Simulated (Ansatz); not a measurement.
Consider CdGeAs2.

Input file:

```
crystal:
  lattice:
    - [7.7509982376, 0.0056373093, 0.0631483615]
    - [0.0028186546, 3.9642244106, -0.0046351054]
    - [0.0436662492, -0.0064102271, 5.3938143573]
  atoms:
    - { symbol: Cd, position: [0.0068603073, 0.0062392858, -0.0023382692] }
    - { symbol: Ge, position: [0.2463252683, 0.5244420945, 0.4991565928] }
    - { symbol: As, position: [0.0108527176, -0.025767434, 0.5108357879] }
    - { symbol: As, position: [0.2455992589, 0.4773487124, -0.0190955224] }
    - { symbol: Cd, position: [0.4972101316, -0.0004754807, -0.0004330834] }
    - { symbol: Ge, position: [0.7431796876, 0.5291005662, 0.5138451822] }
    - { symbol: As, position: [0.4915771805, 0.004590386, 0.5106017617] }
    - { symbol: As, position: [0.7539969724, 0.506814037, 0.0001100431] }
kpoints:
  mp_grid: { grid: [2, 4, 4] }
hamiltonian:
  xc: pbesol
scf:
  occupations: { method: fermi_dirac, width: 0.05 }
relax:
  f_tol: 0.01
  cell: {}
  max_steps: 120
output:
  write_density: true
  write_potential: true
  elf: true
  volumetric_format: npy
```

Run with:

```sh
ansatz run input.yaml --threads 2 --pin off --max-ram 2211MiB --backend cpu --events-out ev --progress --plain --runs-dir out
```

The fields are those of the relaxed geometry.

Space group Pm; a structure from a database of computed crystals, not necessarily the ambient phase; started from the CaCeN2-123 prototype, which need not be the ambient phase; changed on purpose from its base cell (shaken).

The calculation used Ansatz 0.2.0, DFT, PBEsol, plane waves, PAW.

> Predict the valence pseudo-density and electron localisation function between the atoms.

Ge–As (2.66 Å): ρ is about 0.38 e/Å³ halfway, with its minimum of 0.33 e/Å³ about 1.1 Å from Ge; the ELF is about 0.60 at the midpoint.

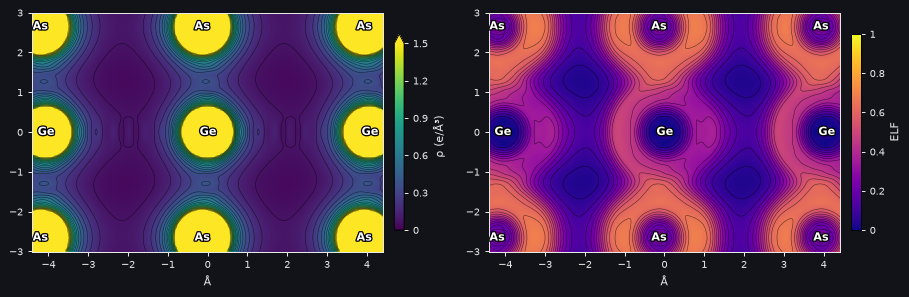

Computed valence pseudo-density and electron localisation function on the (100) plane of the calculation cell, in this order. 

The density is the valence pseudo-density of a PAW calculation; it isn't the true density close to the nuclei.
